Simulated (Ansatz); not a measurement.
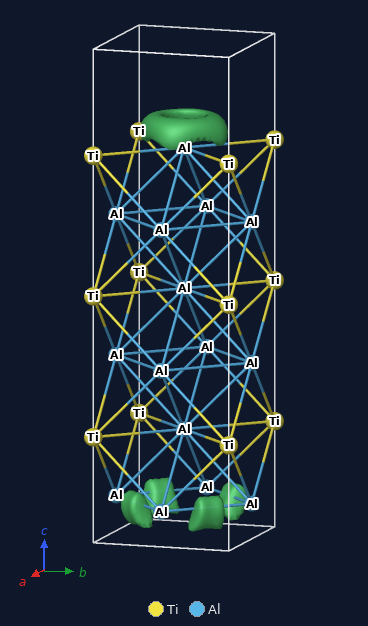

The picture shows: TiAl$_{3}$. Isosurface of the electron localisation function at 0.75 (green), seen slightly off an axis. Core shells and regions of very low density are left out. Sticks mark near contacts.

Space group P4mm; a structure from a database of computed crystals, not necessarily the ambient phase; not relaxed (largest force 0.7 eV/Å); computed pressure about −2 GPa in this cell; computed without spin polarisation.

Method: DFT r2SCAN, scalar-relativistic, plane waves, PAW (Ansatz 0.2.0).

In a PAW calculation such maps are meaningful between the atoms, not at the nuclei.

Input

```
crystal:
  lattice:
    - [0.0, -3.95567125, 0.0]
    - [0.0, 0.0, -3.95567125]
    - [13.86701375, 0.0, 0.0]
  atoms:
    - { symbol: Ti, position: [0.0, 0.0, 0.7844441745] }
    - { symbol: Ti, position: [0.0, 0.0, 0.2139289473] }
    - { symbol: Ti, position: [0.0, 0.0, 0.4991865609] }
    - { symbol: Al, position: [0.5, 0.0, 0.0713001405] }
    - { symbol: Al, position: [0.5, 0.0, 0.3565577541] }
    - { symbol: Al, position: [0.5, 0.0, 0.6418153677] }
    - { symbol: Al, position: [0.0, 0.5, 0.0713001405] }
    - { symbol: Al, position: [0.0, 0.5, 0.3565577541] }
    - { symbol: Al, position: [0.0, 0.5, 0.6418153677] }
    - { symbol: Al, position: [0.5, 0.5, 0.7844441745] }
    - { symbol: Al, position: [0.5, 0.5, 0.2139289473] }
    - { symbol: Al, position: [0.5, 0.5, 0.4991865609] }
basis:
  ecutwfc: 500
kpoints:
  mp_grid: { grid: [12, 12, 4] }
hamiltonian:
  xc: r2scan
scf:
  occupations: { method: gaussian, width: 0.15 }
output:
  forces: true
  stress: true
  eigenvalues: true
  write_density: true
  write_potential: true
  elf: true
  volumetric_format: npy
```

Run with:

```sh
ansatz run input.yaml --threads 2 --pin off --max-ram 5120MiB --backend cpu --events-out ev --progress --plain --runs-dir out
```

Below, planes, directions and counts refer to the conventional cell (a = 3.96 Å, b = 3.96 Å, c = 13.87 Å, α = 90.00°, β = 90.00°, γ = 90.00°).

### Identify the bonds, lone pairs and shells in this picture.

The surface consists of four regions between bonded Al–Al atoms and one pocket between the atoms, centred on no nucleus (multi-centre or interstitial), counted in one cell of 12 atoms. Any copies at cell faces, edges or corners count once. Along the contacts the grid gives the following. Ti–Al (2.80 Å): the ELF is about 0.35 at the midpoint. Al–Al (2.80 Å): the ELF peaks at about 0.65 between the atoms.
